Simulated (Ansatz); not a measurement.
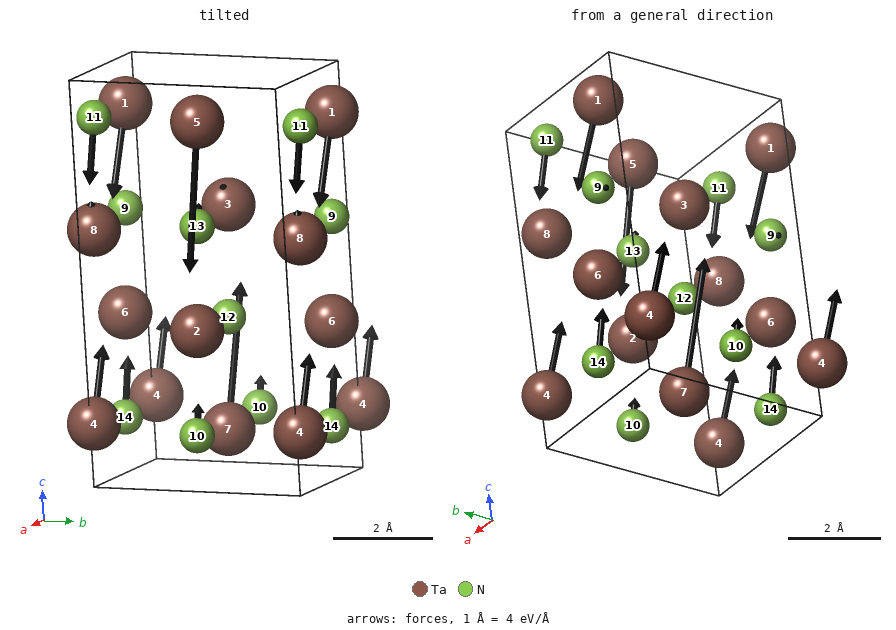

An orthographic spheres-only view of the structure, slightly off an axis and from a general direction. The lines enclose the simulation cell; boundary atoms appear with their images. The arrows are the computed forces on the atoms.

System: Ta$_{4}$N$_{3}$. Method: DFT r2SCAN, scalar-relativistic, plane waves, PAW in Ansatz 0.2.0; E_cut = 500 eV, k-point mesh 9×9×5, Gaussian smearing of 0.15 eV, no spin polarisation.

**Judging by the arrows, is the geometry relaxed?**

No. The atoms still feel forces of up to about 10 eV/Å, far above a usual threshold of 0.01 to 0.03 eV/Å.

The cell started as a structure listed in the Materials Project. The cell was then strained or its atoms displaced on purpose. A calculation with Ansatz used it as input.
